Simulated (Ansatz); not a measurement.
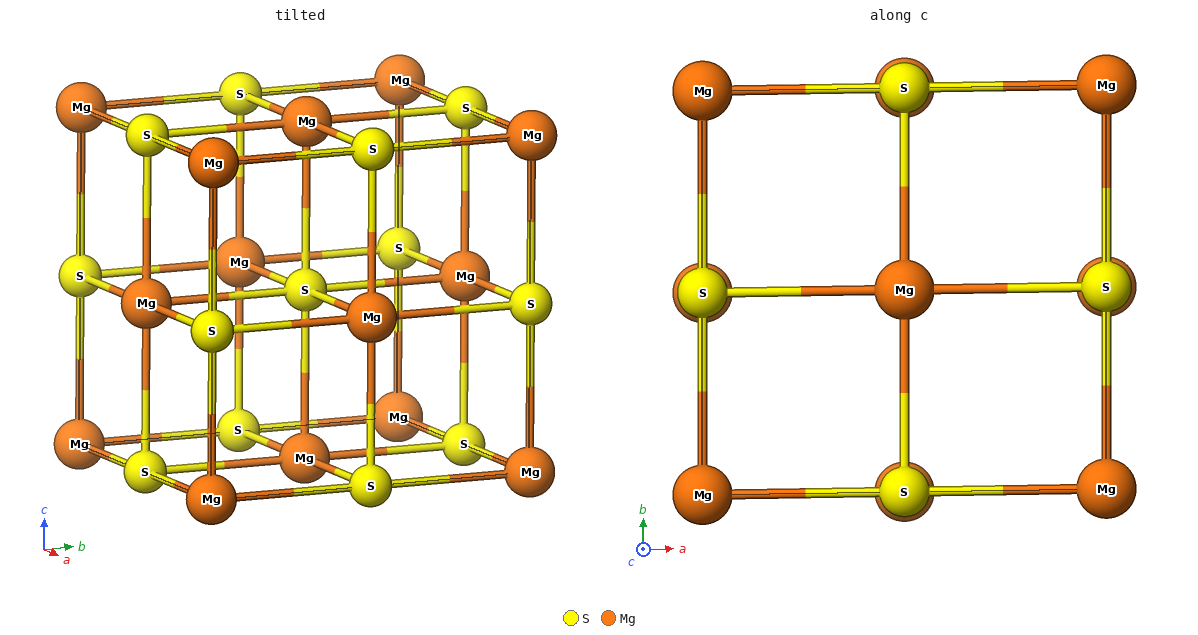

Ball-and-stick model, viewed slightly off an axis and along the c axis. The frame is the drawn cell (a repeat of the simulation cell); atoms at its boundary are shown with their periodic copies.

MgS, a = 5.163 Å, b = 5.163 Å, c = 5.163 Å, α = 89.11°, β = 89.11°, γ = 89.11°. Strictly the space group is R-3m (No. 166, within 0.01 Å). It is a distorted form of a face-centred cubic structure, space group Fm-3m (No. 225) within 0.25 Å: rock salt (NaCl type). The structure was taken from a structure type filled with these elements by a generator (whether the compound takes this form wasn't checked). The cell was then strained or its atoms displaced on purpose. It was run through Ansatz as a DFT input.

This one geometry was computed with Ansatz (DFT, plane waves, PAW) at three levels of theory: PBE, r2SCAN and HSE06. It was relaxed with r2SCAN and then strained.

Which level gives the highest pressure at this volume, and what does that say about its equilibrium volume?

Highest: PBE (3.1 GPa), which points to the largest equilibrium volume. Lowest, with the smallest volume: r2SCAN (2.0 GPa) and HSE06 (1.5 GPa). Levels within 0.5 GPa of each other can't be told apart.

How does the band gap change with the level of theory?

PBE: a gap of 2.75 eV, indirect; r2SCAN: a gap of 3.42 eV, indirect; HSE06: a gap of 3.77 eV, indirect.

Collect the results in a table.

| level | cutoff (eV) | k-mesh of the run's cell | gap (eV) | pressure (GPa) |
| --- | --- | --- | --- | --- |
| PBE | 420 | 8×8×8 | 2.75 | 3.1 |
| r2SCAN | 500 | 8×8×8 | 3.42 | 2.0 |
| HSE06 | 420 | 6×6×6 | 3.77 | 1.5 |

Gaps are taken on the k-mesh or band path of each run.
